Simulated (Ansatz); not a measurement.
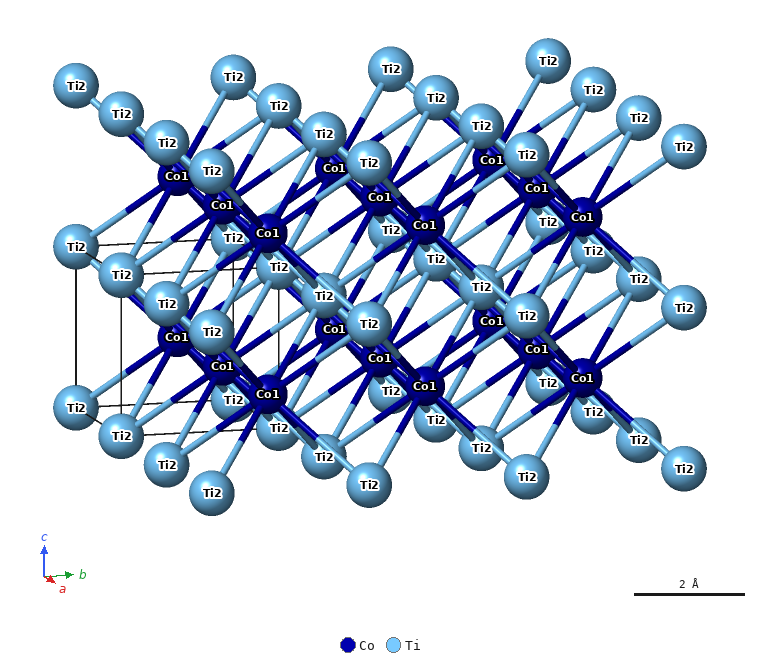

Figure 1. The input geometry of run A (ball-and-stick view of the cell of the calculation, repeated 3 × 3 × 2, seen slightly off an axis; atoms are numbered from 1 in the order of the input). An atom can appear more than once, as a periodic image.

**TiCo: a changed input and its effect**

System: TiCo (Pm-3m, 2 atoms in the cell).
Method of run A: Kohn-Sham DFT of a periodic cell, BLYP with D3(BJ), all-electron LAPW, scalar-relativistic, spin-polarised (Ansatz 0.2.0).

The structure derives from a Materials Project entry. Text and figures count atoms from 1; the logs count them from 0 in places.

Input file, run A:
```yaml
crystal:
  lattice:
    - [2.98611099, 0.0, 0.0]
    - [0.0, 2.98611099, 0.0]
    - [0.0, 0.0, 2.98611099]
  atoms:
    - { symbol: Co, position: [0.5, 0.5, 0.5], spin: 2.0 }
    - { symbol: Ti, position: [0.0, 0.0, 0.0], spin: 1.0 }
kpoints:
  mp_grid: { grid: [9, 9, 9] }
scf:
  occupations: { method: fermi_dirac, width: 0.05 }
hamiltonian:
  xc: blyp
  dispersion: d3bj
  pseudopotentials: { kind: all_electron, lapw: { basis_error: 0.001 } }
magnetization:
  spin_polarized: true
output:
  forces: true
  stress: true
relax:
  f_tol: 0.02
  max_steps: 60
  cell: {}
```

Launched with:
```bash
ansatz run input.yaml --threads 2 --pin off --max-ram 6144MiB --backend cpu --events-out ev --progress --plain --runs-dir out
```

Hardware: 2 threads of Arm Neoverse V2, 24 GiB of memory available, shared host.

Output, shortened to warnings, some set-up lines, iterations and results (run A):
```
Basis set: ecut = 295.92067751505255 eV, 305 PW (Γ), exchange–correlation at level 2
Symmetry: 48 space group operations
k-points: 35 of 729
Initial density: superposition of atomic densities (chi_scale 0.1, normalization cell)
[...]
SCF iter   1: F=—  HF=-61167.819073 eV  |F-HF|=—  |Δ(HF+E_count)|=         —  Δρ=4.06e-2 (↑4.06e-2 ↓3.99e-2)  dr2=7.67e-1  dr2_m=2.93e-1  M=1.338 μB ∫|m|=1.406 μB  β_m=0.30  …
SCF iter   2: F=—  HF=-61168.116887 eV  |F-HF|=—  |Δ(HF+E_count)|=   2.98e-1  Δρ=2.88e-2 (↑2.88e-2 ↓2.77e-2)  dr2=1.70e-1  dr2_m=1.71e-1  M=1.228 μB ∫|m|=1.342 μB  β_m=0.55  …
SCF iter   3: F=—  HF=-61168.873366 eV  |F-HF|=—  |Δ(HF+E_count)|=         —  Δρ=3.56e-2 (↑2.24e-2 ↓3.56e-2)  dr2=9.66e-1  dr2_m=9.00e-2  M=0.669 μB ∫|m|=0.794 μB  β_m=0.55  …
SCF iter   4: F=—  HF=-61168.946286 eV  |F-HF|=—  |Δ(HF+E_count)|=   7.29e-2  Δρ=4.00e-2 (↑3.67e-2 ↓4.00e-2)  dr2=2.46e0  dr2_m=5.67e-3  M=0.822 μB ∫|m|=1.035 μB  β_m=0.32  …
SCF iter   5: F=—  HF=-61168.656354 eV  |F-HF|=—  |Δ(HF+E_count)|=   2.90e-1  Δρ=1.38e-2 (↑9.61e-3 ↓1.38e-2)  dr2=1.21e-1  dr2_m=1.89e-2  M=0.765 μB ∫|m|=0.903 μB  β_m=0.44  …
[... 41 lines ...]
SCF iter   1: F=—  HF=-61168.690894 eV  |F-HF|=—  |Δ(HF+E_count)|=         —  Δρ=3.85e-7 (↑1.87e-7 ↓3.85e-7)  dr2=1.54e-11  dr2_m=1.47e-11  M=0.654 μB ∫|m|=0.759 μB  β_m=0.65 …
SCF iter   2: F=—  HF=-61168.690894 eV  |F-HF|=—  |Δ(HF+E_count)|=   3.91e-9  Δρ=4.56e-7 (↑4.56e-7 ↓4.17e-7)  dr2=6.12e-12  dr2_m=4.23e-11  M=0.654 μB ∫|m|=0.759 μB  β_m=0.65 …
SCF iter   3: F=-61168.690894 eV  HF=-61168.690894 eV  |F-HF|=7.04e-9  |Δ(HF+E_count)|=   1.04e-9  Δρ=1.66e-6 (↑6.82e-7 ↓1.66e-6)  dr2=1.86e-9  dr2_m=8.99e-11  M=0.654 μB …
SCF 5 converged in 3 iterations: F = -61168.690894 eV  dr2 = 1.86e-9
relax step   5: F+E_penalty+E_count = -61168.69089363 eV  Δ(F+E_penalty+E_count) = -3.687e-7 eV  max|allowed force component| = 3.944e-31 eV/Å  Δτ_max = 0.0000 Å  P = -0.001 …
basis re-selected at this cell: Δ(F+E_penalty+E_count) = -3.687e-7 eV, ΔP = +0.000 GPa vs the last step (what re-selecting the basis moved, after the strain that the cell walked since its last selection, with what the two solves' SCF thresholds leave and, on support functions, any second-order …
SCF converged after 3 iterations
Magnetization: 0.6545 μB (17.8272 up, 17.1728 down)
Absolute magnetization: 0.7593 μB (∫|ρ↑−ρ↓|)
Spin contamination: 0.0376 ħ² per cell (⟨S²⟩ above its minimum at these occupations)
Per-site moments (μB) at R_I (Å): [(0.6815962329220255, 1.2378251906982967), (0.00903860800715961, 1.2137208755253597)]
Free energy (F): -61168.690894 eV
Harris-Foulkes:  -61168.690894 eV  (|F-HF|=7.04e-9)
Internal energy: -61168.674341 eV  (E = F + TS)
E sigma→0 (E₀):  -61168.682617 eV
Entropy (-TS):   -0.016553 eV (-8.276 meV/atom)
Fermi energy:    19.027278 eV
--- Per-component energies (eV) ---
  E_band       = -2855.706565
  E_kinetic    = 61968.350603
  E_xc         = -2789.803158
  E_electrostatic = -120344.520238  (all electrons and nuclei)
  E_disp       = -2.701548  (pairwise vdW)
  E_smearing   = -0.016553  (= −TS)
  E_closure    = 0.000000  (closes the sum)
  E_atoms      = -61152.388824  (free atoms, spherical and without spin; not in F)
  Σ components = -61168.690894   (vs F -61168.690894, Δ=0.00e0)
  Basis errors (estimates in eV, not in F): energy 2.5e-4 per atom: plane waves 2.2e-4 (1.2e-4 summed), levels above the bands 1.1e-31, relativity 9.9e-8, radial functions 2.7e-5, core shells 2.9e-7; eigenvalues (radial functions only) 8.6e-7; not estimated: angular momenta, meshes, grids; target …
--- Forces (eV/Å), atoms counted from 1 ---
  atom   1  Co    -0.00000000     0.00000000     0.00000000
  atom   2  Ti    -0.00000000     0.00000000    -0.00000000
  max |Σ_I F_I| component: 1.31e-30 eV/Å
--- Stress (GPa, compression-positive) ---
       -0.001065       0.000000      -0.000000
        0.000000      -0.001065       0.000000
       -0.000000       0.000000      -0.001065
  P = ⅓ Tr σ = -0.0011 GPa (-0.011 kbar)
--- Relaxed structure (4 steps of the walk, 4 accepted, 1 SCFs on fresh bases) ---
  F+E_penalty+E_count = -61168.69089363 eV   max|allowed force component| = 3.944e-31 eV/Å   (the final SCF, on the basis selected at the relaxed cell)
  cell:  # Å, volume = 24.8550 Å³
[...]
```

For run B the input was changed thus:
```diff
-  xc: blyp
+  xc: rpbe
-  f_tol: 0.02
+  f_tol: 0.005
```

Predict how the results change.

The total energies belong to different methods, so their difference says nothing on which is more stable or more accurate. The net moment of the cell goes from 0.65 to 0.54 μB. The volume per atom goes from 12.43 to 11.03 Å³. The functional changes from BLYP to RPBE.

Output, shortened to warnings, some set-up lines, iterations and results (run B):
```
Basis set: ecut = 298.1272490667282 eV, 305 PW (Γ), exchange–correlation at level 2
Symmetry: 48 space group operations
k-points: 35 of 729
Initial density: superposition of atomic densities (chi_scale 0.1, normalization cell)
[...]
SCF iter   1: F=—  HF=-61166.110116 eV  |F-HF|=—  |Δ(HF+E_count)|=         —  Δρ=4.17e-2 (↑4.17e-2 ↓3.72e-2)  dr2=7.18e-1  dr2_m=2.79e-1  M=1.379 μB ∫|m|=1.439 μB  β_m=0.30  …
SCF iter   2: F=—  HF=-61166.367898 eV  |F-HF|=—  |Δ(HF+E_count)|=   2.58e-1  Δρ=3.02e-2 (↑3.02e-2 ↓2.71e-2)  dr2=1.91e-1  dr2_m=1.72e-1  M=1.236 μB ∫|m|=1.353 μB  β_m=0.60  …
SCF iter   3: F=—  HF=-61167.146365 eV  |F-HF|=—  |Δ(HF+E_count)|=         —  Δρ=2.90e-2 (↑2.09e-2 ↓2.90e-2)  dr2=8.82e-1  dr2_m=4.25e-2  M=0.783 μB ∫|m|=0.949 μB  β_m=0.60  …
SCF iter   4: F=—  HF=-61167.226511 eV  |F-HF|=—  |Δ(HF+E_count)|=   8.01e-2  Δρ=4.22e-2 (↑3.71e-2 ↓4.22e-2)  dr2=2.66e0  dr2_m=5.77e-3  M=0.825 μB ∫|m|=1.150 μB  β_m=0.34  …
SCF iter   5: F=—  HF=-61166.970391 eV  |F-HF|=—  |Δ(HF+E_count)|=   2.56e-1  Δρ=8.39e-3 (↑7.63e-3 ↓8.39e-3)  dr2=6.95e-2  dr2_m=6.97e-3  M=0.860 μB ∫|m|=1.060 μB  β_m=0.44  …
[... 43 lines ...]
SCF iter   1: F=—  HF=-61167.512890 eV  |F-HF|=—  |Δ(HF+E_count)|=         —  Δρ=5.39e-8 (↑4.79e-8 ↓5.39e-8)  dr2=3.99e-13  dr2_m=4.55e-13  M=0.538 μB ∫|m|=0.611 μB  β_m=0.65 …
SCF iter   2: F=—  HF=-61167.512890 eV  |F-HF|=—  |Δ(HF+E_count)|=   1.01e-8  Δρ=3.69e-8 (↑3.23e-8 ↓3.69e-8)  dr2=1.04e-13  dr2_m=2.23e-13  M=0.538 μB ∫|m|=0.611 μB  β_m=0.65 …
SCF iter   3: F=-61167.512890 eV  HF=-61167.512890 eV  |F-HF|=4.44e-10  |Δ(HF+E_count)|=   1.53e-9  Δρ=3.89e-7 (↑2.62e-7 ↓3.89e-7)  dr2=1.34e-10  dr2_m=1.90e-12  M=0.538 μB …
SCF 5 converged in 3 iterations: F = -61167.512890 eV  dr2 = 1.34e-10
relax step   5: F+E_penalty+E_count = -61167.51288999 eV  Δ(F+E_penalty+E_count) = +2.013e-7 eV  max|allowed force component| = 1.709e-30 eV/Å  Δτ_max = 0.0000 Å  P = -0.043 …
basis re-selected at this cell: Δ(F+E_penalty+E_count) = +2.013e-7 eV, ΔP = +0.000 GPa vs the last step (what re-selecting the basis moved, after the strain that the cell walked since its last selection, with what the two solves' SCF thresholds leave and, on support functions, any second-order …
SCF converged after 3 iterations
Magnetization: 0.5382 μB (17.7691 up, 17.2309 down)
Absolute magnetization: 0.6106 μB (∫|ρ↑−ρ↓|)
Spin contamination: 0.0234 ħ² per cell (⟨S²⟩ above its minimum at these occupations)
Per-site moments (μB) at R_I (Å): [(0.546614304519828, 1.185446272450921), (0.01717757231779693, 1.1703720075167583)]
Free energy (F): -61167.512890 eV
Harris-Foulkes:  -61167.512890 eV  (|F-HF|=4.44e-10)
Internal energy: -61167.499842 eV  (E = F + TS)
E sigma→0 (E₀):  -61167.506366 eV
Entropy (-TS):   -0.013048 eV (-6.524 meV/atom)
Fermi energy:    21.400676 eV
--- Per-component energies (eV) ---
  E_band       = -2775.939596
  E_kinetic    = 61969.624556
  E_xc         = -2786.838966
  E_electrostatic = -120343.040054  (all electrons and nuclei)
  E_disp       = -7.245378  (pairwise vdW)
  E_smearing   = -0.013048  (= −TS)
  E_closure    = 0.000000  (closes the sum)
  E_atoms      = -61146.067048  (free atoms, spherical and without spin; not in F)
  Σ components = -61167.512890   (vs F -61167.512890, Δ=0.00e0)
  Basis errors (estimates in eV, not in F): energy 2.3e-4 per atom: plane waves 2.1e-4 (1.1e-4 summed), levels above the bands 3.8e-37, relativity 1.2e-8, radial functions 1.6e-5, core shells 8.1e-7; eigenvalues (radial functions only) 8.9e-7; not estimated: angular momenta, meshes, grids; target …
--- Forces (eV/Å), atoms counted from 1 ---
  atom   1  Co    -0.00000000     0.00000000    -0.00000000
  atom   2  Ti    -0.00000000     0.00000000    -0.00000000
  max |Σ_I F_I| component: 7.10e-30 eV/Å
--- Stress (GPa, compression-positive) ---
       -0.042562      -0.000000      -0.000000
       -0.000000      -0.042562       0.000000
       -0.000000       0.000000      -0.042562
  P = ⅓ Tr σ = -0.0426 GPa (-0.426 kbar)
--- Relaxed structure (4 steps of the walk, 4 accepted, 1 SCFs on fresh bases) ---
  F+E_penalty+E_count = -61167.51288999 eV   max|allowed force component| = 1.709e-30 eV/Å   (the final SCF, on the basis selected at the relaxed cell)
  cell:  # Å, volume = 22.0556 Å³
[...]
```

The two runs side by side:

| quantity | run A | run B |
| --- | --- | --- |
| outcome | converged | converged |
| free energy per atom (eV) | −30584.3454 | −30583.7564 |
| energy per atom, smearing taken to zero (eV) | −30584.3413 | −30583.7532 |
| net moment of the cell (μB) | 0.65 | 0.54 |
| absolute moment of the cell (μB) | 0.76 | 0.61 |
| pressure (GPa) | 0.00 | −0.04 |
| volume per atom (Å³) | 12.43 | 11.03 |
| largest force (eV/Å) | 0.000 | 0.000 |
| SCF iterations | 41 | – |
| irreducible k-points | 35 | 35 |
| wall time (shared host) | 41 s | 43 s |
